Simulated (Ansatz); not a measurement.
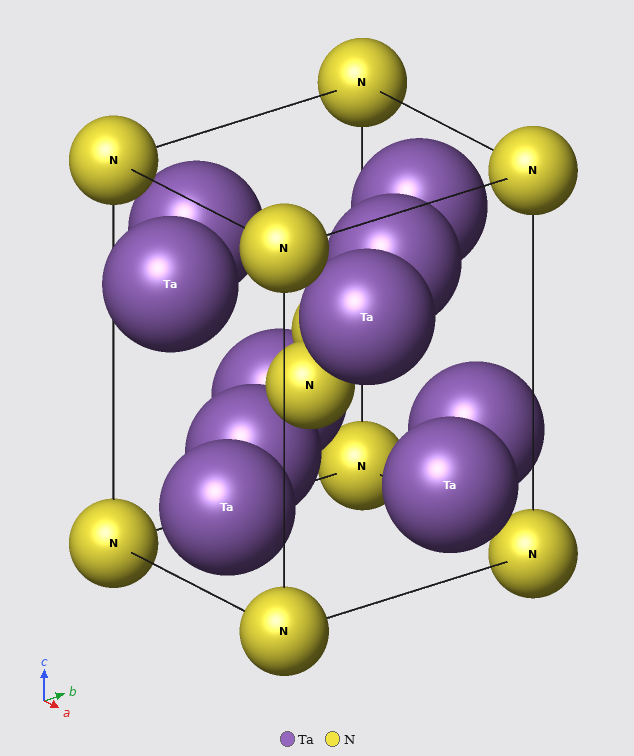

Structure drawing (spheres-only), viewed slightly off an axis. The outline marks the conventional unit cell.

Ta₂N, space group P-31m (No. 162), a = 5.314 Å, b = 5.314 Å, c = 4.956 Å, α = 90.00°, β = 90.00°, γ = 120.00°. Origin of the cell: a structure listed in the Materials Project. Earlier steps of the study may have refined or changed the cell and positions. It went into a calculation with Ansatz.

This one geometry was computed with Ansatz (DFT, plane waves, PAW) at three levels of theory: PBE, LDA and r2SCAN.

Which level gives the highest pressure at this volume, and what does that say about its equilibrium volume?

Answer. Highest: PBE (0.0 GPa), which points to the largest equilibrium volume. Lowest, with the smallest volume: LDA (-13.6 GPa). Levels within 0.5 GPa of each other can't be told apart.

How does the band gap change with the level of theory?

Answer. All levels give a metal.

Collect the results in a table.

Answer.
| level | cutoff (eV) | k-mesh of the run's cell | gap (eV) | pressure (GPa) |
| --- | --- | --- | --- | --- |
| PBE | 420 | 12×12×8 | metal | 0.0 |
| LDA | 420 | 12×12×8 | metal | -13.6 |
| r2SCAN | 500 | 12×12×8 | metal | -4.0 |

Gaps are taken on the k-mesh or band path of each run.
